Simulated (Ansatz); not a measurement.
Consider B5N.

```xyz
6
Lattice="3.2955 0.0000 0.0000 -1.6478 2.8540 0.0000 0.0000 0.0000 5.5019" Properties=species:S:1:pos:R:3 pbc="T T T"
B     0.8239    1.4270    0.0000
B     0.0000    1.9027    2.7509
B    -0.8239    1.4270    0.0000
B     1.6478    0.0000    0.0000
B     1.6478    0.9513    2.7509
N     0.0000    0.0000    2.7509
```

Space group P6/mmm; a structure generated by program, which may or may not match a known phase.

The calculation used DFT PBE, scalar-relativistic, plane waves, PAW (Ansatz).

**What can the converged valence pseudo-density and electron localisation function tell about the bonding?**

B–B (1.65 Å): ρ is about 0.95 e/Å³ halfway; the ELF peaks at about 0.85 between the atoms.

**Does the calculation give a band gap?**

It is gapless in this calculation (a metal or semimetal).

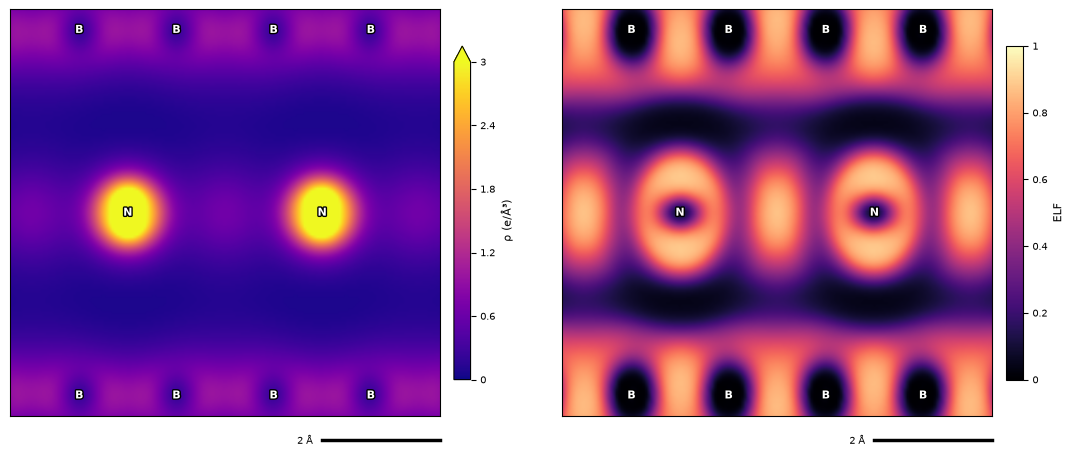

Computed valence pseudo-density and electron localisation function on the (011) plane of the conventional cell, in this order. Atoms just off the plane (B, 0.8 Å away) can leave unmarked features too.
